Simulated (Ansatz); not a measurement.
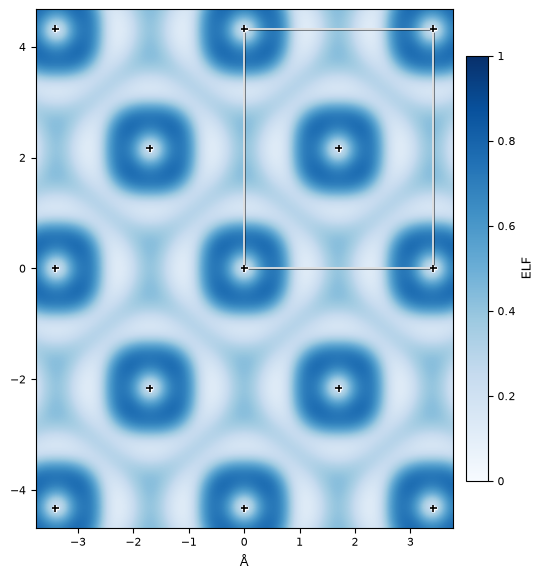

The electron localisation function on a plane through atoms (crosses mark nuclei in the plane).

The calculation used DFT PBE, scalar-relativistic, plane waves, PAW (Ansatz 0.2.0).

Candidates:
A. GaP, a = 4.16 Å, b = 4.16 Å, c = 5.23 Å, α = 90.00°, β = 90.00°, γ = 90.00°. Space group I-4m2; changed on purpose from its base cell (strain +0.080 along x and y, -0.040 along z, atoms carried along); computed pressure about −5 GPa in this cell.
B. InP, a = 5.86 Å, b = 5.86 Å, c = 5.86 Å, α = 90.00°, β = 90.00°, γ = 90.00°. Space group F-43m; computed pressure about 3 GPa in this cell.
C. Mo, a = 3.41 Å, b = 3.41 Å, c = 2.66 Å, α = 90.00°, β = 90.00°, γ = 90.00°. Space group I4/mmm; computed pressure about 12 GPa in this cell; computed without spin polarisation.

Question: Which candidate gave the map?

Answer: Candidate C: Mo on the (011) plane of the conventional cell, which holds Mo. Mo–Mo (2.76 Å): the ELF is about 0.30 at the midpoint (no shared electron pair shows on this line).
